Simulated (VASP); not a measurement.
# Two runs on Ge$_{3}$Si

System: Ge$_{3}$Si (R3m, 4 atoms in the cell).
Method of the first run: DFT, LDA, plane waves, PAW (VASP 6.6.1).

The structure was built on a prototype by a generator. The geometry comes from this level: r2SCAN. 

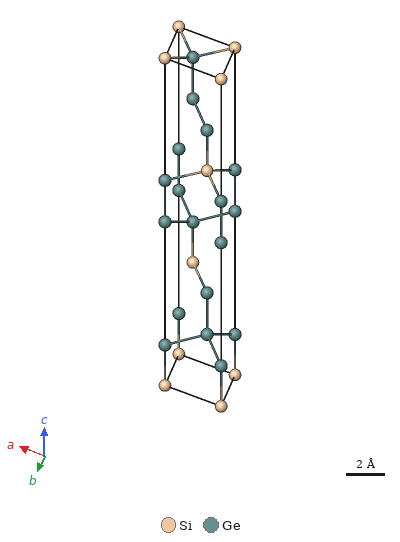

**Figure 1.** The input geometry (ball-and-stick view of the cell 3 times as large as that of the calculation, set on its symmetry axes, seen at an oblique angle). Near neighbours in the crystal (not all of them lie inside the picture): Si has 4 Ge at 2.40 to 2.42 Å; Ge has 4 Ge at 2.44 to 2.46 Å; Ge has 1 Ge at 2.46 Å and 3 Si at 2.42 Å; Ge has 3 Ge at 2.44 Å and 1 Si at 2.40 Å.

### INCAR, the first run
```
ENCUT = 520.000000
SIGMA = 0.010000
EDIFF = 1.00e-07
GGA = CA
PREC = Accurate
IBRION = -1
ISIF = 2
ISMEAR = 0
NBANDS = 31
NELM = 120
NSW = 0
LASPH = .TRUE.
LCHARG = .TRUE.
LELF = .TRUE.
LWAVE = .FALSE.
LREAL = .FALSE.
```

### KPOINTS, the first run
```
KPOINTS created by Atomic Simulation Environment
0
Gamma
8 8 8
0 0 0
```

### KPOINTS_OPT, the first run
```
special points
9
Reciprocal
0.0000000000 0.0000000000 0.0000000000 1
0.5000000000 0.0000000000 0.0000000000 1
0.5000000000 0.1875784431 -0.1875784431 1
0.8124215569 0.5000000000 0.1875784431 1
0.5000000000 0.5000000000 0.5000000000 1
0.3437892215 0.0000000000 -0.3437892215 1
0.6562107785 0.3437892215 0.0000000000 1
0.5000000000 0.5000000000 0.0000000000 1
0.6562107785 0.6562107785 0.1875784431 1
```

### POSCAR, the first run
```
Si Ge
 1.0000000000000000
     1.9838896612576002    1.1453992299860372    6.4671925873889551
    -1.9838896612576002    1.1453992299860372    6.4671925873889551
     0.0000000000000000   -2.2907984599227347    6.4671925873976939
 Si  Ge
   1   3
Cartesian
  1.9838896612576002  1.1453992299860414  6.4688541808774973
  0.0000000000000000  0.0000000000246724  9.7016854229204643
 -0.0000000000000000  0.0000000000184238  7.2446827189666720
  0.0000000000000000  0.0000000000432440 17.0047313503717845
```

Command:
```bash
mpirun -np 1 vasp_std
```

Hardware: 1 CPU thread, shared host.

### OSZICAR and lines of OUTCAR (the first run)
```
N       E                     dE             d eps       ncg     rms          rms(c)
DAV:   1     0.401082410197E+03    0.40108E+03   -0.22682E+04  4700   0.364E+03
DAV:   2     0.488234217378E+02   -0.35226E+03   -0.33625E+03  4038   0.808E+02
DAV:   3    -0.182759342338E+02   -0.67099E+02   -0.66107E+02  4731   0.191E+02
DAV:   4    -0.217959358265E+02   -0.35200E+01   -0.35156E+01  4690   0.505E+01
DAV:   5    -0.218741176701E+02   -0.78182E-01   -0.78176E-01  4726   0.850E+00    0.523E+00
DAV:   6    -0.216175335120E+02    0.25658E+00   -0.10503E-01  5604   0.409E+00    0.303E+00
DAV:   7    -0.214905137122E+02    0.12702E+00   -0.19876E-01  4415   0.321E+00    0.221E-01
[...]
DAV:   1     0.358633515184E+04   -0.12568E+05      645
DAV:   2     0.449374415093E+03   -0.31370E+04      558
DAV:   3    -0.150322388080E+03   -0.59970E+03      628
DAV:   4    -0.182617824254E+03   -0.32295E+02      670
DAV:   5    -0.183362348822E+03   -0.74452E+00      621
DAV:   6    -0.183387658027E+03   -0.25309E-01      695
DAV:   7    -0.183388925719E+03   -0.12677E-02      699
DAV:   8    -0.183388984309E+03   -0.58590E-04      766
DAV:   9    -0.183388985872E+03   -0.15638E-05      556
DAV:  10    -0.183388985919E+03   -0.46255E-07      456
[... from OUTCAR:]
   NELECT =      46.0000    total number of electrons
 E-fermi :   5.0452
  free  energy   TOTEN  =       -21.4921164862 eV
  energy  without entropy=      -21.4921164862  energy(sigma->0) =      -21.49211649
```

The input of the second run differs as follows (lines with − go, lines with + come):
```diff
-GGA = CA
+GGA = PS
-LCHARG = .TRUE.
-LELF = .TRUE.
+LCHARG = .FALSE.
```

What does this change do to the results?

The total energies belong to different methods, so their difference says nothing on which is more stable or more accurate. The gap on the mesh goes from 0.27 to 0.31 eV. The pressure goes from −1.91 to −0.16 GPa. The functional changes from LDA to PBEsol. Along LDA, PBEsol, PBE and RPBE the binding weakens and the preferred volume grows, so the same cell is under more pressure with the later ones. The number of SCF iterations is the same.

### OSZICAR and lines of OUTCAR (the second run)
```
N       E                     dE             d eps       ncg     rms          rms(c)
DAV:   1     0.396784855295E+03    0.39678E+03   -0.22580E+04  4726   0.369E+03
DAV:   2     0.494896528575E+02   -0.34730E+03   -0.33152E+03  4038   0.807E+02
DAV:   3    -0.172578679885E+02   -0.66748E+02   -0.65743E+02  4751   0.192E+02
DAV:   4    -0.207598591754E+02   -0.35020E+01   -0.34972E+01  4668   0.507E+01
DAV:   5    -0.208389603517E+02   -0.79101E-01   -0.79094E-01  4746   0.867E+00    0.520E+00
DAV:   6    -0.206123388017E+02    0.22662E+00   -0.91426E-02  5553   0.433E+00    0.301E+00
DAV:   7    -0.205051618773E+02    0.10718E+00   -0.17695E-01  4352   0.384E+00    0.244E-01
[...]
DAV:   1     0.367090574365E+04   -0.12484E+05      645
DAV:   2     0.546736564574E+03   -0.31242E+04      558
DAV:   3    -0.571170581556E+02   -0.60385E+03      642
DAV:   4    -0.894880629938E+02   -0.32371E+02      656
DAV:   5    -0.902131269731E+02   -0.72506E+00      642
DAV:   6    -0.902376275398E+02   -0.24501E-01      703
DAV:   7    -0.902387637490E+02   -0.11362E-02      698
DAV:   8    -0.902388122515E+02   -0.48502E-04      758
DAV:   9    -0.902388142869E+02   -0.20355E-05      541
DAV:  10    -0.902388143307E+02   -0.43716E-07      449
[... from OUTCAR:]
   NELECT =      46.0000    total number of electrons
 E-fermi :   5.1509
  free  energy   TOTEN  =       -20.5073536443 eV
  energy  without entropy=      -20.5073536443  energy(sigma->0) =      -20.50735364
```

### The two runs side by side

| quantity | the first run | the second run |
| --- | --- | --- |
| outcome | converged | converged |
| free energy per atom (eV) | −5.3730 | −5.1268 |
| gap on the mesh (eV) | 0.27 | 0.31 |
| pressure (GPa) | −1.91 | −0.16 |
| largest force (eV/Å) | 0.004 | 0.012 |
| SCF iterations | 14 | 14 |
| irreducible k-points | 65 | 65 |
